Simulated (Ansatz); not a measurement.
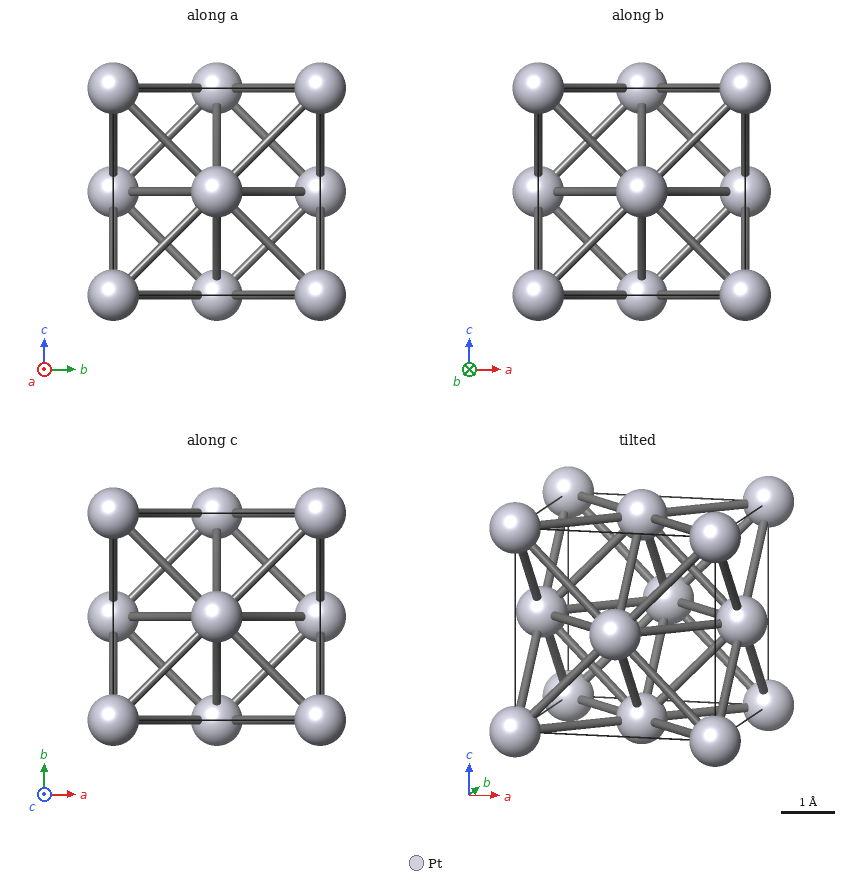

Shown here is a ball-and-stick view of the crystal, taken along the a axis, along the b axis, along the c axis and slightly off an axis. Atoms at the boundary of the conventional unit cell (the box) are drawn once for each face, edge or corner they touch.

Lattice parameters: a = 3.9181 Å, b = 3.9181 Å, c = 3.9181 Å, α = 90.000°, β = 90.000°, γ = 90.000°.

> Reconstruct the structure as a CIF with its space group and independent sites.

```cif
data_structure
_symmetry_space_group_name_H-M 'F m -3 m'
_symmetry_Int_Tables_number 225
_cell_length_a 3.9181
_cell_length_b 3.9181
_cell_length_c 3.9181
_cell_angle_alpha 90.000
_cell_angle_beta 90.000
_cell_angle_gamma 90.000
_cell_volume 60.15
loop_
_atom_site_label
_atom_site_type_symbol
_atom_site_symmetry_multiplicity
_atom_site_Wyckoff_symbol
_atom_site_fract_x
_atom_site_fract_y
_atom_site_fract_z
_atom_site_occupancy
Pt1 Pt 4 a 0.0000 0.5000 0.5000 1
```

It derives from a structure type filled with this element by a generator (whether the element takes this form wasn't checked). It was relaxed with Ansatz 0.2.0, DFT PBEsol, scalar-relativistic, plane waves, PAW.
